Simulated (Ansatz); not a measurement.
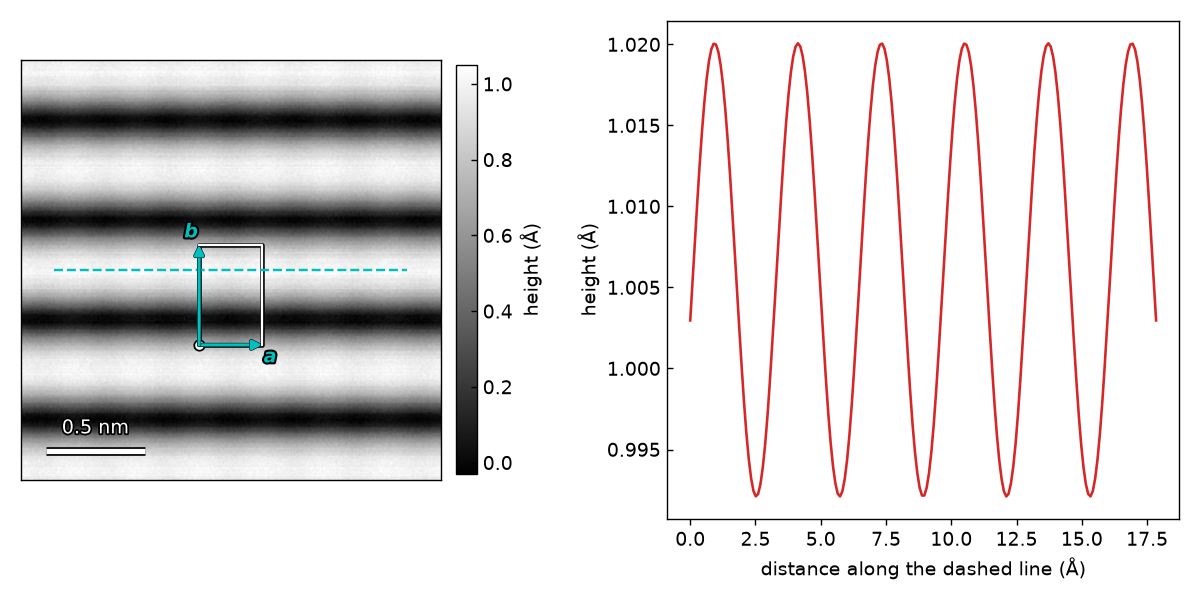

Constant-current image at a set point of 1.9 × 10⁻³ e/Å³ of Hf(100) (P6_3/mmc bulk, 8 atomic planes (those closer than 0.6 Å count as one), 10 Å), sample bias +1.50 V. The white outline is the surface cell of the coordinates below, with its origin (dot) on a lattice point and its vectors a and b marked. The right panel is the profile along the dashed line. Noise was added to mimic a scan.

Model: Tersoff–Hamann, s-wave tip, no tip–sample forces. Bias windows are sharp sums over the levels of the k mesh.

All numbers here come from Ansatz 0.2.0, DFT PBE, scalar-relativistic, plane waves, PAW. Cutoff 420 eV, 18 × 12 k-points, Gaussian smearing 0.1 eV, dipole correction. The slab is a cut without reconstruction beyond its cell, at the source's lattice constants, with its lower half held fixed and the rest relaxed. Of the two ways to cut these planes this one leaves the wide spacing on top (1.85 Å as cut, then 0.92 Å); the other cut leaves better-bound surface atoms. No spin polarisation. Spin–orbit coupling is left out; with Hf it can shift levels and gaps. The run couldn't confirm all of its levels under its output density. The run warns that the functional's potential is rough in the thin density of the vacuum, where the tip is; weak contrasts and barriers may feel it.

```
Hf
1.0
     3.19670    0.00000    0.00000
     0.00000    5.05780    0.00000
     0.00000    0.00000   28.15088
Hf
8
Direct
  0.00000 0.25000 0.31971
  0.00000 0.75000 0.38527
  0.50000 0.25000 0.41805
  0.50000 0.75000 0.48361
  0.00000 0.25000 0.51950
  0.00000 0.75000 0.58464
  0.50000 0.25000 0.61549
  0.50000 0.75000 0.67339
```

Which atoms or sites appear bright, which dark, and how strong is the contrast?

Answer. The brightest spots lie over the sites above the Hf atoms 2.5 Å below the top plane and the top Hf atoms; the darkest points are over the sites above the Hf atoms 1.6 Å below the top plane. The corrugation is 1.0 Å at a mean tip height of 3.4 Å.
